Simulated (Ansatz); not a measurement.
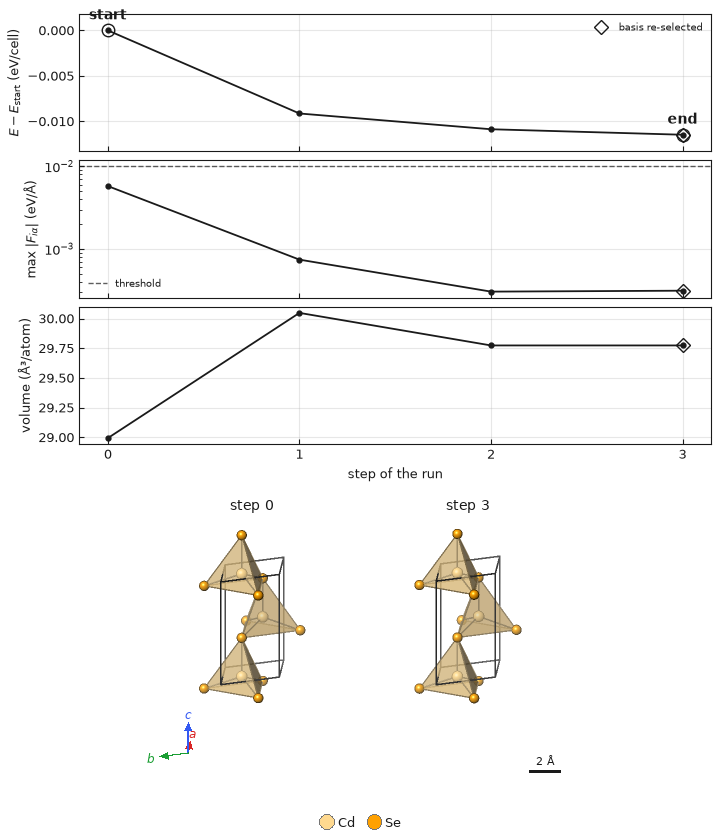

First and last geometry of a relaxation of a crystal of CdSe (built on the database_186 type), with the history of the run. A polyhedral model of the cell of the calculation, seen from a free direction.

Case: structure listed in a database for this formula (P6_3mc, No. 186).

The calculation used Ansatz 0.2.0, DFT PBE, scalar-relativistic, plane waves, PAW. Set-up: plane-wave cutoff 420 eV; k-point mesh 6 × 6 × 4; occupations gaussian; smearing width 0.02 eV; no spin polarisation; cell and atoms relaxed; force threshold 0.01 eV/Å; at most 80 steps.

Question: Read the history and describe the run.

Answer: It converged. The energy falls by 11.5 meV per cell of the calculation in 2 accepted moves (3 points after the start). Largest force component: 0.0058 eV/Å at the start, 0.00031 eV/Å at the end. The pressure goes from 1.23 to −0.02 GPa. The SCF was repeated once at an unchanged geometry on a basis and grid sized afresh for the cell, which shifted the energy by 0.6 meV per cell of the calculation at most. The atoms keep their places relative to the cell (all moves are under 0.005 Å). Cell: a = b 4.346 → 4.384 Å (+0.9 %), c 7.090 → 7.154 Å (+0.9 %). Volume +2.7 %. Among the contacts that change: Cd–Se 2.659 → 2.683 Å. The space group stays P6_3mc (No. 186).
